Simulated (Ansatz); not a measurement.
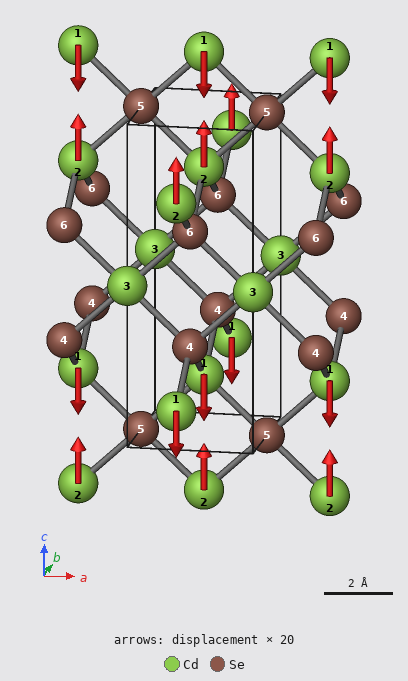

A relaxation of solid CdSe (a generated structure, set up in Pmmm) (coarse preliminary run). The starting structure is drawn; red arrows show the displacements (the part carried along by the change of the cell is left out), magnified 20 times.

Style: ball-and-stick. Shown: the cell of the calculation, slightly off an axis.

These are results of Ansatz 0.2.0, DFT PBE, scalar-relativistic, plane waves, PAW, not measurements. (plane-wave cutoff 420 eV; k-point mesh 4 × 4 × 2; occupations gaussian; smearing width 0.1 eV; no spin polarisation; cell and atoms relaxed; force threshold 0.04 eV/Å; at most 70 steps)

**What happened in the run?**

Over 3 accepted moves (4 points after the start) the energy falls by 115 meV per atom. Largest force component: 0.41 eV/Å at the start, 0.013 eV/Å at the end. The pressure goes from 8.89 to 0.03 GPa. At 1 point the geometry stayed and the basis and grid were re-selected for the new cell (energy shift of 0.6 meV per atom at most each time). The largest moves relative to the cell, 0.072 Å, are those of Cd1 and Cd2. Cd1 goes along −c. Largest moves by element: Cd 0.072 Å, Se 0.004 Å. The volume changes by +15.3 %, with a 3.789 → 4.095 Å (+8.1 %), b 4.277 → 4.360 Å (+1.9 %), c 9.882 → 10.339 Å (+4.6 %). Some distances before and after: Cd3–Se4 2.586 → 2.751 Å, Cd1–Se5 2.586 → 2.706 Å, Cd1–Se4 2.568 → 2.683 Å. Bond angles that change, for instance: Cd1–Se5–Cd2 85.8° → 81.7°, Se5–Cd2–Se5 94.2° → 98.3°, Cd1–Se5–Cd1 94.2° → 98.3°. The space group stays Pmmm (No. 47).

Limits of the set-up: the k-point mesh is coarse for a cell with partly filled bands.
